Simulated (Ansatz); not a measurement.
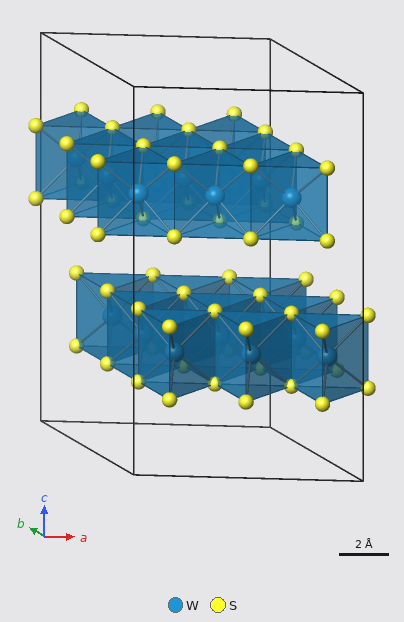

**Figure 1.** The input geometry (polyhedral view of the cell of the calculation, with the vacuum cut short, seen slightly off an axis; polyhedra are completed across the faces of the cell). An atom can appear more than once, as a periodic image.

**WS₂: single-point calculation (part 1 of 2)**

- system: WS₂ (P-3m1, 54 atoms in the cell)
- method: DFT PBE, scalar-relativistic, plane waves, PAW, no spin polarisation (Ansatz 0.2.0)

The structure derives from a Materials Project entry.

**Input file**
```yaml
crystal:
  lattice:
    - [9.549626, 0.0, 0.0]
    - [-4.774813, 8.270218, 0.0]
    - [0.0, 0.0, 23.668763]
  atoms:
    - { symbol: W, position: [0.111111, 0.222222, 0.637318] }
    - { symbol: W, position: [0.111111, 0.555556, 0.637318] }
    - { symbol: W, position: [0.111111, 0.888889, 0.637318] }
    - { symbol: W, position: [0.444444, 0.222222, 0.637318] }
    - { symbol: W, position: [0.444444, 0.555556, 0.637318] }
    - { symbol: W, position: [0.444444, 0.888889, 0.637318] }
    - { symbol: W, position: [0.777778, 0.222222, 0.637318] }
    - { symbol: W, position: [0.777778, 0.555556, 0.637318] }
    - { symbol: W, position: [0.777778, 0.888889, 0.637318] }
    - { symbol: W, position: [0.222222, 0.111111, 0.362682] }
    - { symbol: W, position: [0.222222, 0.444444, 0.362682] }
    - { symbol: W, position: [0.222222, 0.777778, 0.362682] }
    - { symbol: W, position: [0.555556, 0.111111, 0.362682] }
    - { symbol: W, position: [0.555556, 0.444444, 0.362682] }
    - { symbol: W, position: [0.555556, 0.777778, 0.362682] }
    - { symbol: W, position: [0.888889, 0.111111, 0.362682] }
    - { symbol: W, position: [0.888889, 0.444444, 0.362682] }
    - { symbol: W, position: [0.888889, 0.777778, 0.362682] }
    - { symbol: S, position: [0.111111, 0.222222, 0.296816] }
    - { symbol: S, position: [0.111111, 0.555556, 0.296816] }
    - { symbol: S, position: [0.111111, 0.888889, 0.296816] }
    - { symbol: S, position: [0.444444, 0.222222, 0.296816] }
    - { symbol: S, position: [0.444444, 0.555556, 0.296816] }
    - { symbol: S, position: [0.444444, 0.888889, 0.296816] }
    - { symbol: S, position: [0.777778, 0.222222, 0.296816] }
    - { symbol: S, position: [0.777778, 0.555556, 0.296816] }
    - { symbol: S, position: [0.777778, 0.888889, 0.296816] }
    - { symbol: S, position: [0.222222, 0.111111, 0.571442] }
    - { symbol: S, position: [0.222222, 0.444444, 0.571442] }
    - { symbol: S, position: [0.222222, 0.777778, 0.571442] }
    - { symbol: S, position: [0.555556, 0.111111, 0.571442] }
    - { symbol: S, position: [0.555556, 0.444444, 0.571442] }
    - { symbol: S, position: [0.555556, 0.777778, 0.571442] }
    - { symbol: S, position: [0.888889, 0.111111, 0.571442] }
    - { symbol: S, position: [0.888889, 0.444444, 0.571442] }
    - { symbol: S, position: [0.888889, 0.777778, 0.571442] }
    - { symbol: S, position: [0.111111, 0.222222, 0.428558] }
    - { symbol: S, position: [0.111111, 0.555556, 0.428558] }
    - { symbol: S, position: [0.111111, 0.888889, 0.428558] }
    - { symbol: S, position: [0.444444, 0.222222, 0.428558] }
    - { symbol: S, position: [0.444444, 0.555556, 0.428558] }
    - { symbol: S, position: [0.444444, 0.888889, 0.428558] }
    - { symbol: S, position: [0.777778, 0.222222, 0.428558] }
    - { symbol: S, position: [0.777778, 0.555556, 0.428558] }
    - { symbol: S, position: [0.777778, 0.888889, 0.428558] }
    - { symbol: S, position: [0.222222, 0.111111, 0.703184] }
    - { symbol: S, position: [0.222222, 0.444444, 0.703184] }
    - { symbol: S, position: [0.222222, 0.777778, 0.703184] }
    - { symbol: S, position: [0.555556, 0.111111, 0.703184] }
    - { symbol: S, position: [0.555556, 0.444444, 0.703184] }
    - { symbol: S, position: [0.555556, 0.777778, 0.703184] }
    - { symbol: S, position: [0.888889, 0.111111, 0.703184] }
    - { symbol: S, position: [0.888889, 0.444444, 0.703184] }
    - { symbol: S, position: [0.888889, 0.777778, 0.703184] }
basis:
  ecutwfc: 420
  fft_grid_basis: typed
kpoints:
  mp_grid: { grid: [3, 3, 1] }
hamiltonian:
  xc: pbe
  pseudopotentials: { kind: paw }
scf:
  occupations: { method: gaussian, width: 0.05 }
output:
  forces: true
  stress: false
  eigenvalues: true
  bader: false
  write_density: true
  volumetric_format: npy
```

Hardware: 8 threads of Arm Neoverse V2, 24 GiB of memory available, shared host.

Launch command:
```bash
ansatz run input.yaml --threads 8 --pin off --max-ram 16384MiB --backend cpu --events-out ev --progress --plain --runs-dir out
```

**Output**
```
Warning: the atoms were moved onto the symmetric positions of the space group found under crystal.symmetry.tolerance 1.0e-5 (fractional; no operation is sought that the atoms, as they stand in a round, miss by more than twice it, and no atom is moved by as much as it), and the run uses the moved positions. Before a round's move an operation carried an atom to 1.27e-5 Å from where it should land, the largest such distance. Atom 4 (counting from 0) moved farthest, by 7.35e-6 Å; the longest move in fractions of the cell, of whichever atom, is 0.06 of the tolerance, in 1 round. To run the atoms as typed, lower crystal.symmetry.tolerance until the operations that they miss are no longer found, or set crystal.symmetry.detect: false (a key that needs symmetry detection or time reversal refuses this as the deck is read). The positions used, in the order of the run's atom list: position: [0.11111111111111112, 0.22222222222222224, 0.637318]; position: [0.11111111111111112, 0.5555555555555556, 0.637318]; position: [0.11111111111111112, 0.888888888888889, 0.637318]; position: [0.4444444444444445, 0.22222222222222224, 0.637318]; position: [0.4444444444444445, 0.5555555555555556, 0.637318]; position: [0.4444444444444445, 0.888888888888889, 0.637318]; position: [0.7777777777777778, 0.22222222222222224, 0.637318]; position: [0.7777777777777778, 0.5555555555555556, 0.637318]; position: [0.7777777777777778, 0.888888888888889, 0.637318]; position: [0.22222222222222224, 0.11111111111111112, 0.362682]; position: [0.22222222222222224, 0.4444444444444445, 0.362682]; position: [0.22222222222222224, 0.7777777777777778, 0.362682]; position: [0.5555555555555556, 0.11111111111111112, 0.362682]; position: [0.5555555555555556, 0.4444444444444445, 0.362682]; position: [0.5555555555555556, 0.7777777777777778, 0.362682]; position: [0.888888888888889, 0.11111111111111112, 0.362682]; position: [0.888888888888889, 0.4444444444444445, 0.362682]; position: [0.888888888888889, 0.7777777777777778, 0.362682]; position: [0.11111111111111112, 0.22222222222222224, 0.296816]; position: [0.11111111111111112, 0.5555555555555556, 0.296816]; position: [0.11111111111111112, 0.888888888888889, 0.296816]; position: [0.4444444444444445, 0.22222222222222224, 0.296816]; position: [0.4444444444444445, 0.5555555555555556, 0.296816]; position: [0.4444444444444445, 0.888888888888889, 0.296816]; position: [0.7777777777777778, 0.22222222222222224, 0.296816]; position: [0.7777777777777778, 0.5555555555555556, 0.296816]; position: [0.7777777777777778, 0.888888888888889, 0.296816]; position: [0.22222222222222224, 0.11111111111111112, 0.571442]; position: [0.22222222222222224, 0.4444444444444445, 0.571442]; position: [0.22222222222222224, 0.7777777777777778, 0.571442]; position: [0.5555555555555556, 0.11111111111111112, 0.571442]; position: [0.5555555555555556, 0.4444444444444445, 0.571442]; position: [0.5555555555555556, 0.7777777777777778, 0.571442]; position: [0.888888888888889, 0.11111111111111112, 0.571442]; position: [0.888888888888889, 0.4444444444444445, 0.571442]; position: [0.888888888888889, 0.7777777777777778, 0.571442]; position: [0.11111111111111112, 0.22222222222222224, 0.428558]; position: [0.11111111111111112, 0.5555555555555556, 0.428558]; position: [0.11111111111111112, 0.888888888888889, 0.428558]; position: [0.4444444444444445, 0.22222222222222224, 0.428558]; position: [0.4444444444444445, 0.5555555555555556, 0.428558]; position: [0.4444444444444445, 0.888888888888889, 0.428558]; position: [0.7777777777777778, 0.22222222222222224, 0.428558]; position: [0.7777777777777778, 0.5555555555555556, 0.428558]; position: [0.7777777777777778, 0.888888888888889, 0.428558]; position: [0.22222222222222224, 0.11111111111111112, 0.703184]; position: [0.22222222222222224, 0.4444444444444445, 0.703184]; position: [0.22222222222222224, 0.7777777777777778, 0.703184]; position: [0.5555555555555556, 0.11111111111111112, 0.703184]; position: [0.5555555555555556, 0.4444444444444445, 0.703184]; position: [0.5555555555555556, 0.7777777777777778, 0.703184]; position: [0.888888888888889, 0.11111111111111112, 0.703184]; position: [0.888888888888889, 0.4444444444444445, 0.703184]; position: [0.888888888888889, 0.7777777777777778, 0.703184]; The lattice was moved too: crystal.lattice keeps the space group found at crystal.symmetry.tolerance 1.0e-5 only nearly: the operation that it misses by the most changes a squared length by the fraction 1.49e-7. The run uses the lattice that is a stretch of the typed one, with no rotation, onto the one that keeps every operation to a double's rounding (on a very oblique basis the stretch itself rounds by more); the deck's lattice vector that moved farthest moved by 4.11e-7 Å. To run the lattice as typed, set crystal.symmetry.tolerance under 1.49e-7, the least fraction by which an operation that the lattice misses changes a squared length (the same key also sets how far an atom may lie from its image, so lowering it can lose operations that the atoms keep only within it), or set crystal.symmetry.detect: false, as for the atoms. crystal.lattice made exact, in Å and degrees: [[9.549625588556896, 0.0, 0.0], [-4.774812794278448, 8.270218356320195, 0.0], [0.0, 0.0, 23.668763]]. Pasted over the deck's crystal.lattice, beside positions in fractional coordinates, it runs the same cell (given as lengths and angles, that cell in the form's own orientation, a rigid turn of the misfit's size from the one run here, for which a checkpoint.post_process_only pass over this run's state can be refused: where this run relaxes nothing, give such a pass this deck's own crystal.lattice, as typed; behind a relaxation, as crystal.lattice, the state's own cell, identity.cell in its checkpoint.json), and a matrix so pasted ends this notice, except on a very skew basis of the lattice, where the rounding of the pasted numbers themselves can read as a misfit: the cell is then moved again, and that move is told again. The lattice as run is in this notice's lattice.as_run_ang field (Run.prep()["deck_notices"] in Python, the deck_notice line of an events file, deck_notices of ansatz run --dry-run=json, or deck_notices in record.json in the deck's checkpoint.write directory).
Engine: ansatz 0.2.0, aarch64-unknown-linux-gnu
Pseudopotentials: kind: paw
Pseudopotential: W, paw, valence charge 14, recommended cutoff 420 eV (normal), W.paw.azcp
Pseudopotential: S, paw, valence charge 6, recommended cutoff 420 eV (normal), S.paw.azcp
Functional definition: PBE
  parameter kappa = 0.804
  parameter beta = 0.06672455060314922
  exchange = pbe_x(kappa = kappa, mu = beta*pi^2/3)
  correlation = pbe_c(beta = beta)
Crystal: 54 atoms, lattice volume = 1869.299 Å³
Basis set: ecut = 420 eV, 36463 PW (Γ), exchange–correlation on 128×128×320 points (8 copies of the dense FFT grid, shifted against one another)
Bands: 288, of which v1, the nominal top of the filled ones, is band 234 counted from 1 (233 counted from 0)
Symmetry: 108 space group operations
Space group: P-3m1 (ITA 164), of the structure as read, at distance tolerance 1.2e-4 Å
k-points: 3 of 9
Non-local potential: W, projectors of the file, l = 0: 3, l = 1: 2, l = 2: 2, l = 3: 1
Non-local potential: S, projectors of the file, l = 0: 2, l = 1: 2, l = 2: 2
PAW form: soft (Blöchl's): semilocal exchange-correlation on the pseudo side does not see the compensation charge
PAW one-centre angular grid: W, 590 points (default); XC on 64 Gauss nodes
PAW one-centre angular grid: S, 110 points (default); XC on 64 Gauss nodes
Initial density: superposition of atomic densities (neutral atoms: chi_scale 0, normalization atom), corrected by the library's trained network
Initial wavefunctions: pseudopotential atomic-orbital guess
Functional: x = pbe(κ = 0.804, μ = 0.2195149727645171), c = pbe(β = 0.06672455060314922)
SCF iter   1: F=—  HF=-219445.628706 eV  |F-HF|=—  |Δ(HF+E_count)|=         —  Δρ=4.05e-3  dr2=5.10e-1  ethr=1.77e-3  ⟨swp⟩=7.3  Hψ=4020  notcnv=0
preconditioner: auto → Resta (q_TF=auto, 2.166 Å⁻¹)  ε∞=4.5  [insulator: Δε(μ)=1.417 eV  Ē_g=8.310 eV  σ=0.050 eV  W_gap=1.00  n_scr=334 (ndim 8)  ℏωp=15.5 eV  f_vac=0.458  D(μ)=0.00/eV (n_scr^D=0)  ε∞_Penn≈4.5  vacuum switching on, ρ_ref=5.0e-3 e/Å³]
SCF iter   2: F=—  HF=-219445.651276 eV  |F-HF|=—  |Δ(HF+E_count)|=   2.26e-2  Δρ=2.18e-3  dr2=8.80e-2  ethr=1.09e-4  ⟨swp⟩=3.0  Hψ=1593  notcnv=0  defer=137
SCF iter   3: F=—  HF=-219445.670946 eV  |F-HF|=—  |Δ(HF+E_count)|=   1.97e-2  Δρ=1.29e-3  dr2=1.34e-2  ethr=1.88e-5  ⟨swp⟩=2.0  Hψ=1128  notcnv=0  defer=86
automatic band count: iteration 3 solves 271 bands in place of 288: the levels show a gap, and the empty bands left out lie too high to hold charge; the band table lists the bands solved (type scf.n_extra_bands for more)
SCF iter   4: F=—  HF=-219445.692104 eV  |F-HF|=—  |Δ(HF+E_count)|=   2.12e-2  Δρ=3.36e-4  dr2=5.17e-3  ethr=2.87e-6  ⟨swp⟩=3.0  Hψ=1432  notcnv=0  defer=86
SCF iter   5: F=—  HF=-219445.692486 eV  |F-HF|=—  |Δ(HF+E_count)|=   3.82e-4  Δρ=8.35e-5  dr2=2.46e-4  ethr=1.11e-6  ⟨swp⟩=2.0  Hψ=1066  notcnv=0  defer=86
SCF iter   6: F=—  HF=-219445.692426 eV  |F-HF|=—  |Δ(HF+E_count)|=   6.05e-5  Δρ=3.33e-5  dr2=7.92e-5  ethr=5.25e-8  ⟨swp⟩=3.3  Hψ=1515  notcnv=0  defer=86
SCF iter   7: F=—  HF=-219445.692502 eV  |F-HF|=—  |Δ(HF+E_count)|=   7.62e-5  Δρ=1.58e-5  dr2=1.13e-5  ethr=1.69e-8  ⟨swp⟩=2.0  Hψ=1003  notcnv=0  defer=86
SCF iter   8: F=—  HF=-219445.692502 eV  |F-HF|=—  |Δ(HF+E_count)|=   4.46e-8  Δρ=3.99e-6  dr2=1.10e-6  ethr=2.42e-9  ⟨swp⟩=2.7  Hψ=1621  notcnv=0  defer=86
SCF iter   9: F=-219445.692502 eV  HF=-219445.692502 eV  |F-HF|=8.85e-9  |Δ(HF+E_count)|=   1.60e-7  Δρ=7.90e-7  dr2=1.44e-8  ethr=2.14e-11  ⟨swp⟩=10.0  Hψ=4399  notcnv=0
SCF 1 converged in 9 iterations: F = -219445.692502 eV  dr2 = 1.44e-8
  greatest PAW one-centre occupation: 1.000 electrons in one spin orbital (limit 2), on the W atom at site 17 (counted from 0), in its partial waves of l = 0
```

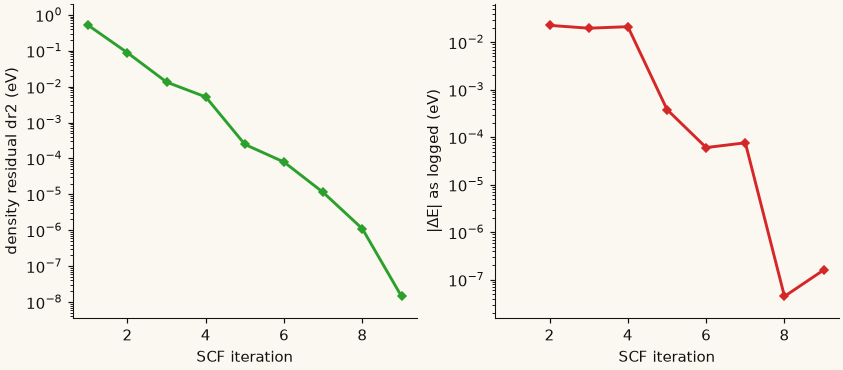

**Figure 2.** Convergence of the self-consistent field: density residual dr2 and size of the energy change against the SCF iteration. The residual falls at every step.

```
SCF converged after 9 iterations
Free energy (F): -219445.692502 eV
Harris-Foulkes:  -219445.692502 eV  (|F-HF|=8.85e-9)
Internal energy: -219445.692502 eV  (E = F + TS)
E sigma→0 (E₀):  -219445.692502 eV
Fermi energy:    3.942077 eV
--- Per-component energies (eV) ---
  E_band       = -7181.883741
  E_kinetic    = 11989.083573
  E_local      = -275585.875559  (includes V_loc(G=0)·N_el)
  E_nonlocal   = 1031.577114
  E_hartree    = 132641.080611
  E_xc         = -8316.609172
  E_vxc        = -7467.309280  (∫ρ·V_xc dr)
  E_paw        = -175736.231765  (= ΣΔE_a)
  E_vpaw       = -2431.544458  (= ΣTr[D̂ρ^β])
  E_aug_tail   = -0.001079  (compensation charges beyond the density's cutoff)
  E_ewald      = 94531.283775
  E_smearing   = -0.000000  (= −TS)
  E_closure    = -0.000000  (closes the sum)
  Σ components = -219445.692502   (vs F -219445.692502, Δ=0.00e0)
```
